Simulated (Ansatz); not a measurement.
## Electronic structure of Ga15HO24 (cell charge −1, with a compensating background) (cell with a defect) in real space

```xyz
40
Lattice="-5.0576 -2.9200 4.5409 5.0576 -2.9200 4.5409 0.0000 5.8400 4.5409" Properties=species:S:1:pos:R:3 pbc="T T T"
Ga    0.0156   -2.9681    9.3835
Ga   -2.5597    1.4591    9.3973
Ga    2.5561    1.4883    9.3661
Ga   -0.0007    0.0046    2.1659
Ga    0.0108   -2.9391    6.4869
Ga   -2.5743    1.5177    6.5293
Ga    2.5058    1.4478    6.4722
Ga    0.0020    0.0007    8.7801
Ga   -0.0161    2.7975    4.2397
Ga    2.4295   -1.3815    4.2538
Ga   -2.4592   -1.4711    4.2039
Ga   -0.0445   -0.0032   11.6863
Ga    0.0205    2.8845    7.1008
Ga    2.4939   -1.4617    7.1128
Ga   -2.5198   -1.4582    7.1105
O    -1.0166    1.4431    7.9395
O     4.0608    1.4283    7.9282
O     1.6055    0.0143    3.2959
O     1.5491   -2.9485    7.9869
O    -0.7441   -1.5705    7.8976
O    -0.8290    1.3896    3.2839
O     1.7743    2.8101    7.9764
O    -3.3177    2.7867    7.9348
O     1.7419    0.1526    7.9242
O    -3.3039    0.1294    7.9369
O    -0.7873   -4.2357    7.9340
O    -0.7973   -1.4246    3.3017
O     1.0923   -1.5539    5.7344
O    -4.0213   -1.4615    5.6717
O    -1.5364    0.0078   10.2145
O    -1.5756    2.8920    5.6200
O     0.7700    1.6974    5.7167
O     0.7477   -1.3418   10.2036
O    -1.7217   -2.7780    5.6144
O     3.3349   -2.8052    5.6713
O    -1.7726   -0.0886    5.6788
O     3.2857   -0.0880    5.5977
O     0.7562    4.2808    5.6599
O     0.7752    1.3039   10.2138
H    -0.7991    0.0321    5.5985
```

Spin-polarised.

Theory: DFT PBE, scalar-relativistic, plane waves, PAW in Ansatz 0.2.0.

In a PAW calculation such maps are meaningful between the atoms, not at the nuclei.

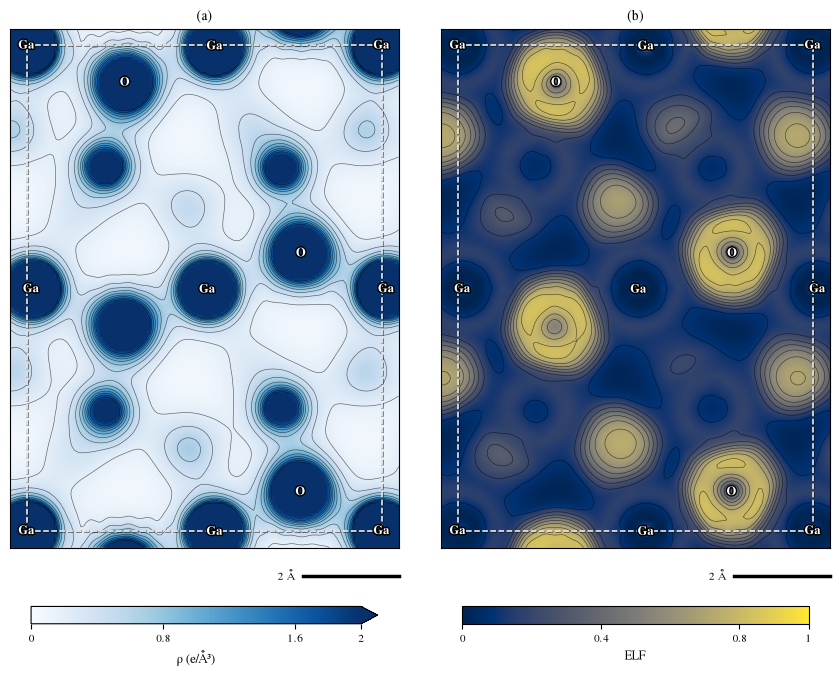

Figure 1. (a) valence pseudo-density; (b) ELF on the (110) plane of the calculation cell.

Question: What does the map show?

Answer:
- The section cuts through Ga and O sites.
- Atoms just off the plane (Ga, 0.5 Å away and O, 0.3 Å away) can leave unmarked features too.
- Ga–O (1.89 Å): the density is about 0.76 e/Å³ at the midpoint; the ELF peaks at about 0.85 in the valence shell of O, 0.6 Å from its nucleus, and is about 0.35 at the midpoint.
- Ga–O (1.95 Å): the density is about 0.66 e/Å³ at the midpoint; the ELF peaks at about 0.85 in the valence shell of O, 0.6 Å from its nucleus, and is about 0.35 at the midpoint.
- Ga–O (1.96 Å): the density is about 0.63 e/Å³ at the midpoint; the ELF peaks at about 0.85 in the valence shell of O, 0.6 Å from its nucleus, and is about 0.35 at the midpoint.
- Ga–O (2.03 Å): ρ at the midpoint is about 0.55 e/Å³; the ELF peaks at about 0.85 in the valence shell of O, 0.6 Å from its nucleus, and is about 0.30 at the midpoint.
- Between the atoms the lowest density in this plane is 0.06 e/Å³.

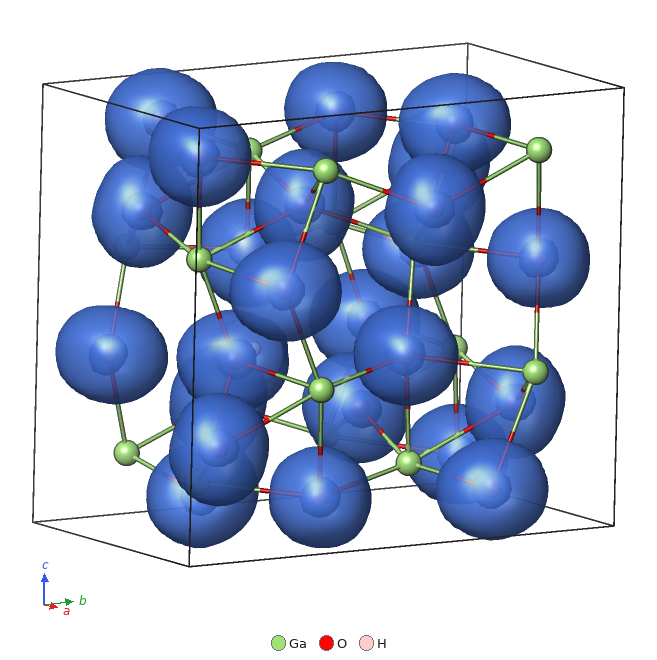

Figure 2. Isosurface of the ELF at 0.65 (blue), seen slightly off an axis. Core shells and regions of very low density are left out. Sticks mark near contacts.

Question: Describe the localisation domains.

Answer: The surface consists of 23 regions wrapped around O (the valence shell of each) and one joined region spread over several atoms (H, O), in which their bonds and any lone pairs are merged, counted in one cell of 40 atoms. Regions shared between cells count once.


O–H (0.98 Å): the ELF climbs to about 1 towards the hydrogen, as it does in any bond to H; a covalent bond by its length. Ga–O (1.87 Å): the ELF peaks at about 0.80 in the valence shell of O, 0.6 Å from its nucleus, and is about 0.40 at the midpoint.
